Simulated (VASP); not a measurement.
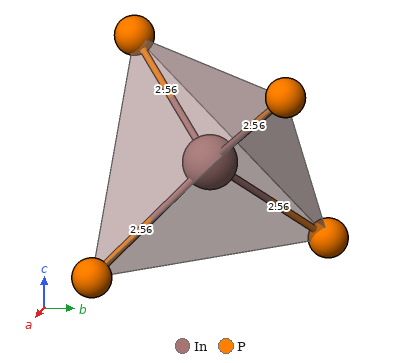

The InP4 unit about In in InP. Source: coordinates from a relaxation with VASP Kohn-Sham DFT of a periodic cell, r2SCAN, VASP PAW PBE potentials, recommended in VASP.

InP, space group F-43m (No. 216), a = 5.904 Å, b = 5.904 Å, c = 5.904 Å, α = 90.00°, β = 90.00°, γ = 90.00°

```
site  Wyckoff       x       y       z
  In       4a  0.0000  0.0000  0.0000
   P       4c  0.2500  0.2500  0.2500
```

Q: Compute the usual distortion measures of this polyhedron.

A: It is closest to the tetrahedron.

| measure | value |
| --- | --- |
| mean bond length | 2.557 Å |
| bond-length distortion index (Baur) | 0.000 |
| effective coordination number (Hoppe) | 4.00 |
| shape measure against the tetrahedron | 0.00 |
| shape measure against the see-saw | 9.79 |
| centre off the ligands' centroid by | 0.00 Å |
| polyhedral volume | 8.58 Å³ |
| quadratic elongation | 1.000 |
| bond-angle variance | 0.0 deg² |
| τ4 | 1.00 |
